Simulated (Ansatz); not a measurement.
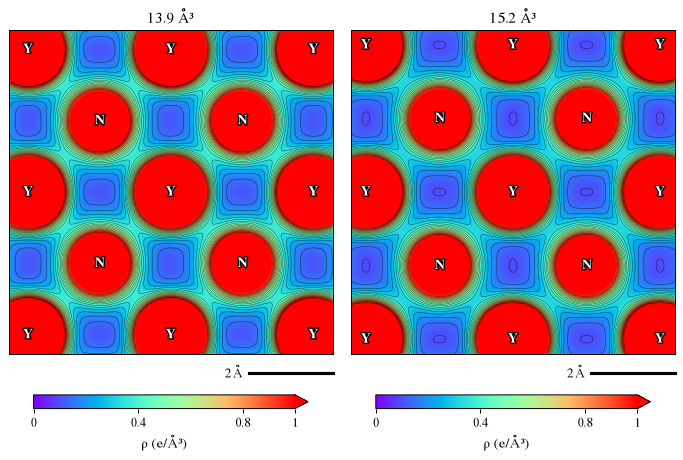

YN. The valence pseudo-density of cells scaled evenly to different volumes (given per atom above each panel), on the (110) plane of each (indices in the axes of the cell below), at one length scale and on one colour scale.

These are results of DFT PBE, scalar-relativistic, plane waves, PAW (Ansatz 0.2.0), not measurements.

The density is the valence pseudo-density of a PAW calculation; it isn't the true density close to the nuclei.

The largest cell:

```
Y N
1.0
     0.00000    2.47722    2.47722
     2.47722    0.00000    2.47722
     2.47722    2.47722    0.00000
Y N
1 1
Direct
  0.00000 0.00000 0.00000
  0.50000 0.50000 0.50000
```

| volume (Å³/atom) | Y–N contact in the plane (Å) | ρ at its midpoint (e/Å³) | pressure (GPa) | 
| --- | --- | --- | --- |
| 13.87 | 2.403 | 0.371 | 11.2 | 
| 14.50 | 2.438 | ? | ? | 
| 15.20 | 2.477 | 0.320 | −4.4 | 

Estimate the missing row, and compare with the calculation.

Answer. Over the known rows ln ρ falls by 2.00 per Å of Y–N distance (the line through the two), which gives 0.346 e/Å³ at 2.438 Å; the calculation gives 0.346 e/Å³. For the pressure, a straight line in volume between the neighbouring rows gives 3.8 GPa; the calculation gives 2.9, lower because pressure rises ever faster on compression.
